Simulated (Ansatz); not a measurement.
# Ta$_{4}$N$_{3}$: what the fields show

Input

```
crystal:
  lattice:
    - [-4.3571443853, 0.0, 0.0]
    - [0.0, -4.3571443853, 0.0]
    - [0.0, 0.0, 8.5453519637]
  atoms:
    - { symbol: Ta, position: [0.5, 0.0, 0.0] }
    - { symbol: Ta, position: [0.0, 0.5, 0.5] }
    - { symbol: Ta, position: [0.0, 0.0, 0.2607537444] }
    - { symbol: Ta, position: [0.5, 0.5, 0.7607537444] }
    - { symbol: Ta, position: [0.5, 0.0, 0.5] }
    - { symbol: Ta, position: [0.0, 0.5, 0.0] }
    - { symbol: Ta, position: [0.5, 0.5, 0.2392462556] }
    - { symbol: Ta, position: [1.0, 1.0, 0.7392462556] }
    - { symbol: "N", position: [0.5, 1.0, 0.75] }
    - { symbol: "N", position: [0.0, 0.5, 0.25] }
    - { symbol: "N", position: [0.0, 0.0, 0.0] }
    - { symbol: "N", position: [0.5, 0.5, 0.5] }
    - { symbol: "N", position: [1.0, 0.5, 0.75] }
    - { symbol: "N", position: [0.5, 0.0, 0.25] }
basis:
  ecutwfc: 420
kpoints:
  mp_grid: { grid: [9, 9, 5] }
hamiltonian:
  xc: pbesol
scf:
  occupations: { method: gaussian, width: 0.15 }
output:
  forces: true
  stress: true
  eigenvalues: true
  write_density: true
  write_potential: true
  elf: true
  volumetric_format: npy
```

Launched as:

```sh
ansatz run input.yaml --threads 2 --pin off --max-ram 5120MiB --backend cpu --events-out ev --progress --plain --runs-dir out
```

Below, planes, directions and counts refer to the conventional cell (a = 4.36 Å, b = 4.36 Å, c = 8.55 Å, α = 90.00°, β = 90.00°, γ = 90.00°).

Space group I4/mmm; a structure from a database of computed crystals, not necessarily the ambient phase.

All numbers below come from DFT PBEsol, scalar-relativistic, plane waves, PAW in Ansatz 0.2.0.

In a PAW calculation such maps are meaningful between the atoms, not at the nuclei.

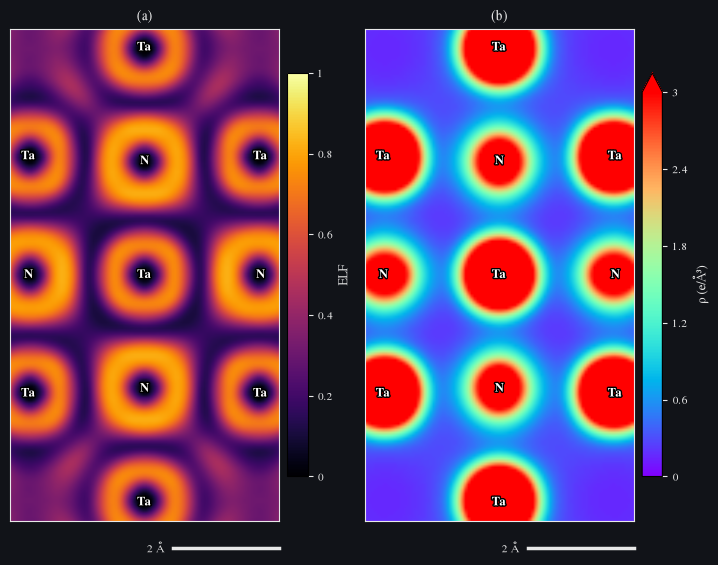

Figure 1. (a) electron localisation function; (b) valence charge density (pseudo) on the (010) plane of the conventional cell.

Question: Interpret the plot.

Answer: The plane passes through Ta and N nuclei.
Ta–N (2.14 Å): ρ is about 0.63 e/Å³ halfway; the ELF peaks at about 0.80 in the valence shell of N, 0.6 Å from its nucleus, and is about 0.15 at the midpoint: no localised pair shows between them.
Ta–Ta (2.99 Å): ρ at the midpoint is about 0.29 e/Å³; the ELF is about 0.35 at the midpoint.
Ta–N (2.18 Å): ρ is about 0.57 e/Å³ halfway; the ELF peaks at about 0.80 in the valence shell of N, 0.6 Å from its nucleus, and drops to about 0.15 between the two atoms (no localised pair shows between them).
Ta–N (2.23 Å): ρ is about 0.53 e/Å³ halfway; the ELF peaks at about 0.80 in the valence shell of N, 0.6 Å from its nucleus, and is about 0.15 at the midpoint (no shared electron pair shows on this line).
Between the atoms the lowest density in this plane is 0.15 e/Å³.
The features right at Ta lie inside the PAW spheres, where the map follows smoothed inner orbitals and isn't to be read closely.

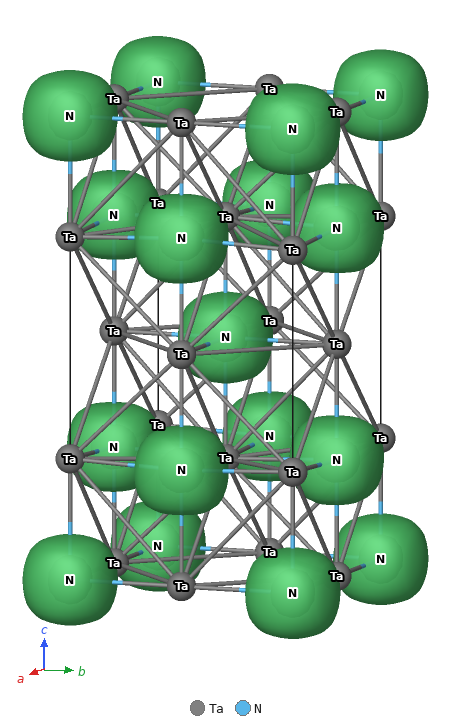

Figure 2. Isosurface of the ELF at 0.65 (green), seen slightly off an axis. Core shells and regions of very low density are left out. Sticks mark near contacts.

Question: Describe the localisation domains.

Answer: At this value the surface marks out six regions wrapped around N (the valence shell of each), counted in one cell of 14 atoms. Regions shared between cells count once.

Question: Metal or insulator at this level of theory?

Answer: It is gapless in this calculation (a metal or semimetal); semilocal functionals without U, or without the true magnetic order, often close the gap of such compounds.
